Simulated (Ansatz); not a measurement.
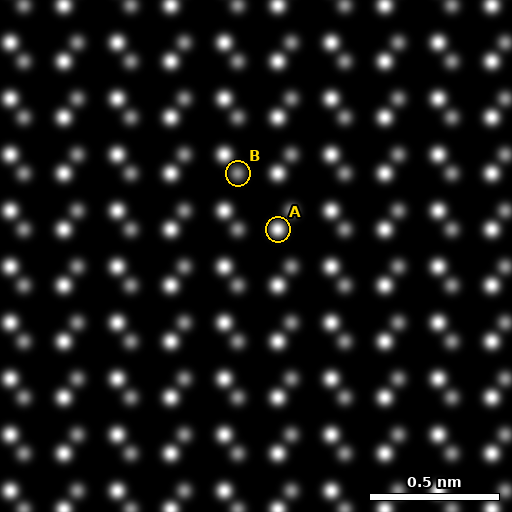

HAADF-like image of BN (P6_3mc, No. 186) along [100]. The image is simulated as a sum over atoms of Z^1.7, blurred by a 0.50 Å probe (no channelling). Structure used: the geometry relaxed with DFT PBEsol, scalar-relativistic, plane waves, PAW (Ansatz 0.2.0); the starting structure was generated, so it need not be a known form of this composition.

```xyz
4
Lattice="2.5410 0.0000 0.0000 -1.2705 2.2006 0.0000 0.0000 0.0000 4.2033" Properties=species:S:1:pos:R:3 pbc="T T T"
B     0.0000    1.4671    0.0011
N     0.0000    1.4671    1.5751
B     1.2705    0.7335    2.1028
N     1.2705    0.7335    3.6768
```

Q: What lies under each ring?

A: N (1 N per 2.54 Å along the beam; the brightest kind). B: B (1 B per 2.54 Å along the beam; about 55 % of the brightest peak). Brightness is counted from the darkest point of the image.
